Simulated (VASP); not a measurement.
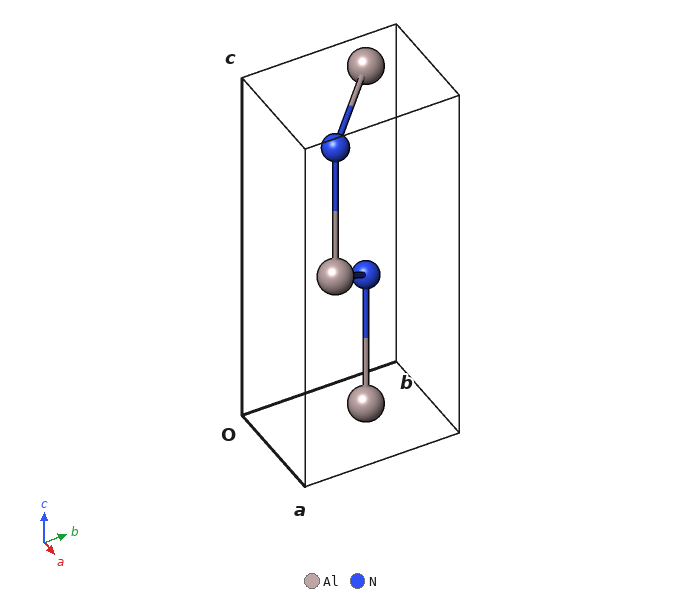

Crystal: AlN, the end point of a relaxation with VASP Kohn-Sham DFT of a periodic cell, HSE06, VASP PAW PBE potentials, recommended in VASP 6.6.1. One unit cell is drawn above. Geometry calculated from the standardised cell; symmetry tolerance 0.002 Å.

```
CELL_PARAMETERS angstrom
3.10397 0.00000 0.00000
-1.55198 2.68811 0.00000
0.00000 0.00000 4.96846
ATOMIC_POSITIONS crystal
Al 0.33333 0.66667 0.99903
Al 0.66667 0.33333 0.49903
N 0.33333 0.66667 0.38097
N 0.66667 0.33333 0.88097
```

Question: What is its point group?

Answer: 6mm (C6v), order 12, hexagonal system: one sixfold axis, six mirror planes.

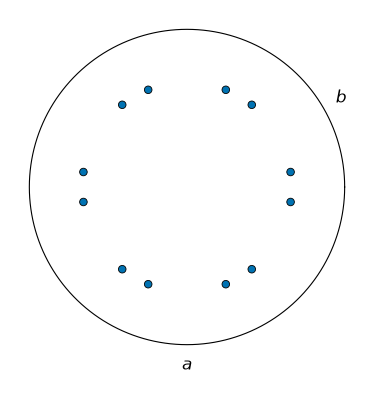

Stereographic projection: filled dots lie in the upper hemisphere, open rings in the lower. The poles are one general form. The c axis points at the viewer.

Question: What does this class allow?

Answer: Class 6mm is not centrosymmetric; polar, so pyroelectricity and piezoelectricity are allowed; it is not chiral. Its Laue class is 6/mmm.
